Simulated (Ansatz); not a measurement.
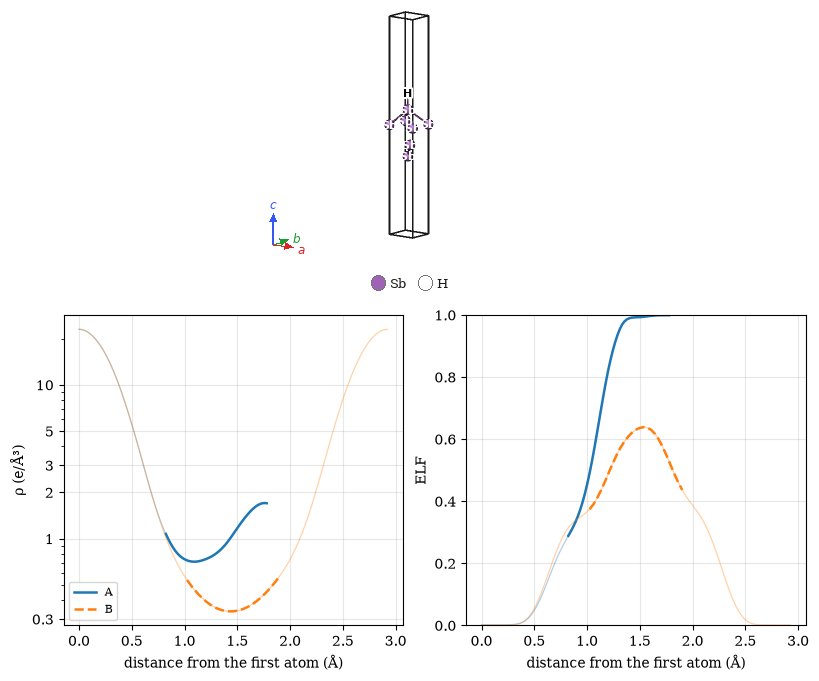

Figure 1: Sb4H (slab). Valence charge density (pseudo) and electron localisation function along straight lines between neighbouring atoms. Thin, pale parts lie inside the atomic spheres. The structure is drawn too.

Computed without spin polarisation.

Theory: DFT PBE+D3(BJ), scalar-relativistic, plane waves, PAW (Ansatz 0.2.0).

Core electrons are frozen (PAW), and the valence fields are smoothed inside the atomic spheres.

Which curve belongs to which contact (Sb–H and Sb–Sb)? The first atom named is at distance zero.

Answer. Curve A: Sb–H (1.78 Å): ρ is about 0.88 e/Å³ halfway; the ELF climbs to about 1 towards the hydrogen. Curve B: Sb–Sb (2.92 Å): ρ at the midpoint is about 0.34 e/Å³; the ELF peaks at about 0.65 between the atoms.
